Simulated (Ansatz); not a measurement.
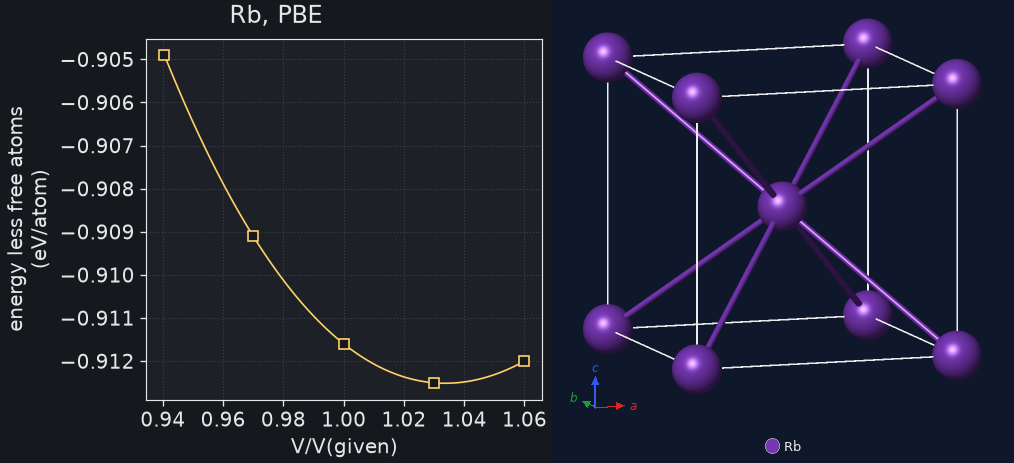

The picture above shows the energy less free atoms against V/V(given) for Rb, space group Im-3m (No. 229). The conventional cell is drawn beside the plot.

Starting cell:
```yaml
crystal:
  lattice:
    - [-2.80600, 2.80600, 2.80600]
    - [2.80600, -2.80600, 2.80600]
    - [2.80600, 2.80600, -2.80600]
  atoms:
    - { symbol: Rb, position: [0.00000, 0.00000, 0.00000] }
```

Computed with Ansatz 0.2.0: periodic Kohn-Sham DFT of a crystal at fixed atoms, scaled to the stated factor times the given cell; pressure positive in compression, energy less spherical unpolarised free atoms. Level: PBE.

- method: all-electron LAPW
- relativity: scalar
- k mesh: 8×8×8
- occupations: Fermi–Dirac
- smearing width: 0.05 eV
- basis error target: 1 (meV/atom)
- nucleus: Gaussian

V(given) is 88.37 Å³/atom.

From this curve and the settings, what does the calculation give for the pressure at the same points?

The pressure falls from 0.316 GPa at V/V(given) 0.941 to −0.064 GPa at 1.060, and changes sign near 1.035.

| V/V(given) | pressure (GPa) |
| --- | --- |
| 0.941 | 0.316 |
| 0.970 | 0.202 |
| 1.000 | 0.100 |
| 1.030 | 0.013 |
| 1.060 | −0.064 |
